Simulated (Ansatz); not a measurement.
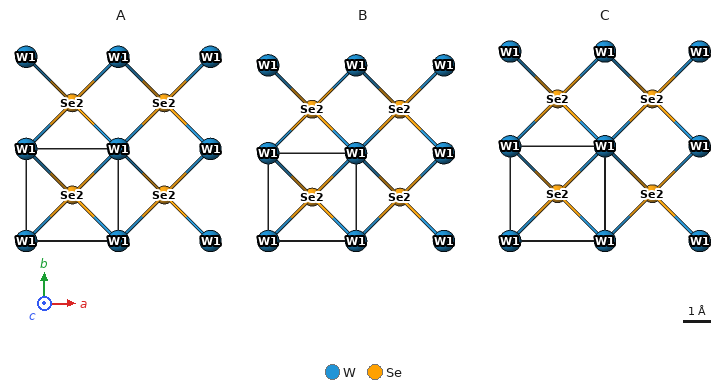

3 geometries from one relaxation of a crystal of WSe (built on the CsCl (B2) type), in shuffled order. Style: ball-and-stick. Shown: the cell of the calculation, repeated 2 × 2 × 1 with one cell outlined, along the c axis.

Theory: DFT PBE+U, scalar-relativistic, plane waves, PAW in Ansatz. Settings: plane-wave cutoff 420 eV; k-point mesh 12 × 12 × 12; occupations gaussian; smearing width 0.1 eV; U W 6.2 eV; collinear spin; cell and atoms relaxed; force threshold 0.01 eV/Å; at most 80 steps.

Q: Order the frames from highest to lowest energy.

A: B, A, C. They are steps 0, 1, 5, at +311 meV per atom, +39.1 meV per atom relative to the last. The energy falls by 311 meV per atom in 4 accepted moves (5 points after the start). All forces vanish by symmetry, so only the cell relaxes. The pressure goes from 26.87 to 0.03 GPa. At 1 point the geometry stayed and the basis and grid were re-selected for the new cell (energy shift of 0.7 meV per atom at most each time). The atoms keep their places relative to the cell (all moves are under 0.005 Å). The volume changes by +25.5 %, with a = b = c 3.290 → 3.549 Å (+7.9 %). Among the contacts that change: W1–Se2 2.849 → 3.073 Å. The space group stays Pm-3m (No. 221).
